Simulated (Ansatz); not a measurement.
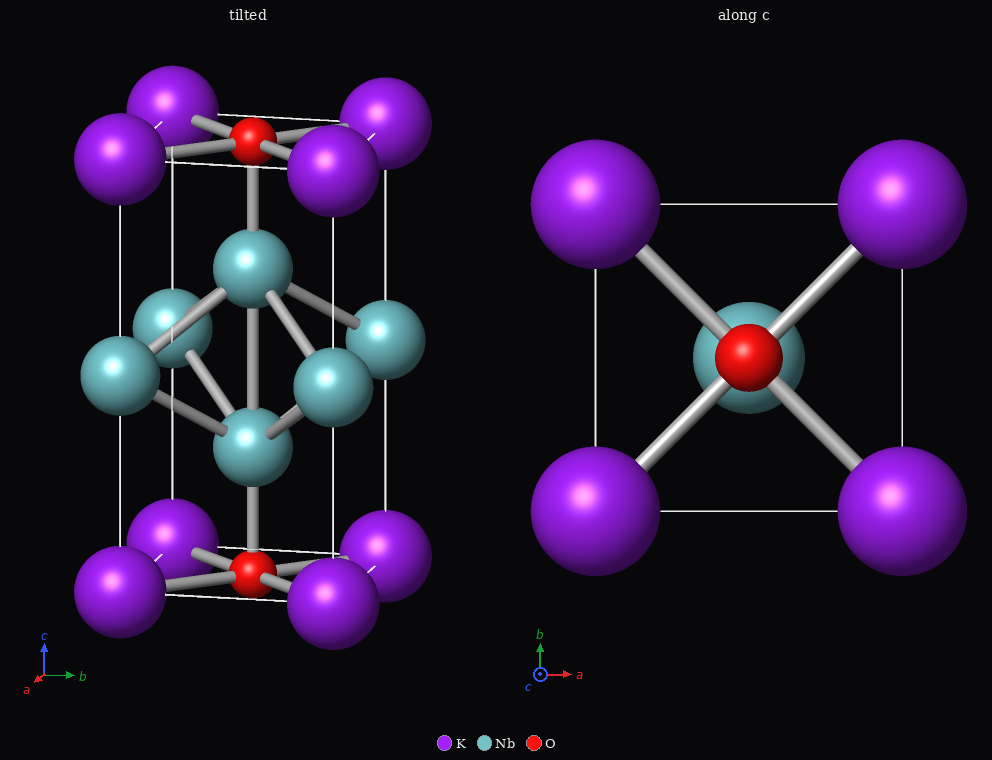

Drawn in the ball-and-stick manner and seen slightly off an axis and along the c axis. The frame is the conventional unit cell; atoms at its boundary are shown with their periodic copies. Cell: a = 3.54 Å, b = 3.54 Å, c = 7.17 Å, α = 90.00°, β = 90.00°, γ = 90.00°.

Its origin is a random cell made by a generator, so it need not be a real form of the compound. Earlier steps of the study may have refined or changed the cell and positions. It was the input of a calculation with Ansatz.

**Notes on the structure:**

The solid is KNb3O. Symmetry: P4/mmm (No. 123), primitive tetragonal lattice. Cell content 1 K, 3 Nb, 1 O; Z = 1. Each K atom is coordinated by four O in a square planar arrangement at about 2.5 Å. About every O there are four K and two Nb in a distorted octahedral arrangement (about 2.5 Å to K, 2.1 Å to Nb). Nb takes two kinds of site: 1b with eight Nb in a distorted cubic arrangement at about 2.9 Å; 2h with five Nb and one O (about 2.9 Å to Nb, 2.1 Å to O). Not all metal-metal contacts are counted. The bonds build a three-dimensional framework.

The numbers come from Ansatz 0.2.0, DFT PBE, scalar-relativistic, plane waves, PAW, using wavefunction cutoff 420 eV, a 10×10×6 grid in reciprocal space, Gaussian smearing of 0.1 eV, no spin polarisation.

**Is the electronic structure metallic or gapped?**

A metal: bands cross the Fermi level.

**Give the Bader charge of each element.**

K +0.64 e; Nb -0.06 to +0.34 e; O -1.25 e.

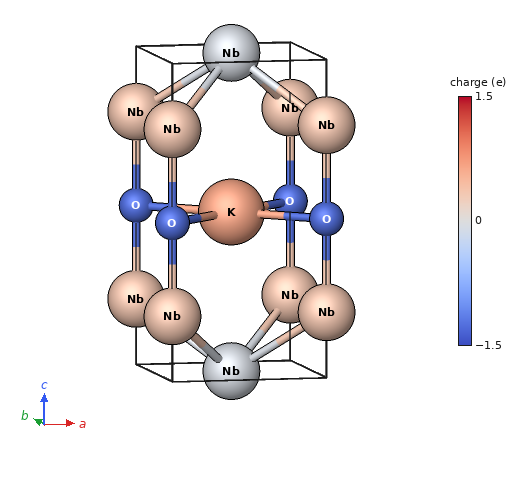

The atoms coloured by those charges. The run's cell of 5 atoms is drawn, so axes and origin can differ from the first picture.

**Does this geometry sit at a stationary point of the energy?**

Yes. All forces vanish to within 0.01 eV/Å. The pressure is 0.0 GPa, close to zero.
